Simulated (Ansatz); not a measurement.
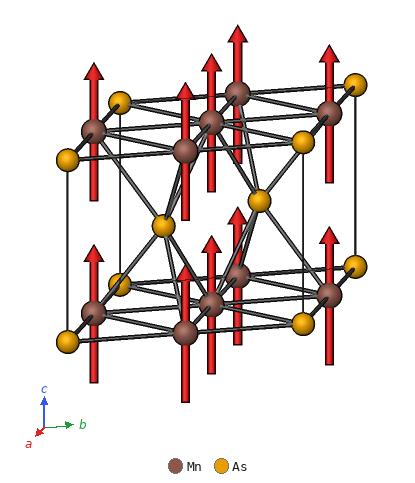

An orthographic ball-and-stick view of the structure, slightly off an axis. The simulation cell is outlined; an atom on or near a face, edge or corner is repeated at each equivalent position. Arrows are the site magnetic moments above 0.25 μB (those induced on non-metal atoms are left out); longer means larger, and red and blue are up and down (without spin-orbit coupling the axis itself is arbitrary).

This is the state reached for MnAs. The calculation used DFT PBE, scalar-relativistic, plane waves, PAW (Ansatz 0.2.0), with 420 eV cutoff, a 12×12×10 sampling of the Brillouin zone, Gaussian smearing of 0.1 eV, collinear spins.

What do the arrows say about the order?

Ferromagnetic (within this cell). Site moments: 3 Mn +2.0 μB. The net spin moment of the whole cell is 6.0 μB.

The starting point was a textbook structure type filled with these elements (whether it is the usual form wasn't checked). The picture shows the end point of a geometry optimisation with Ansatz, DFT PBE, scalar-relativistic, plane waves, PAW.
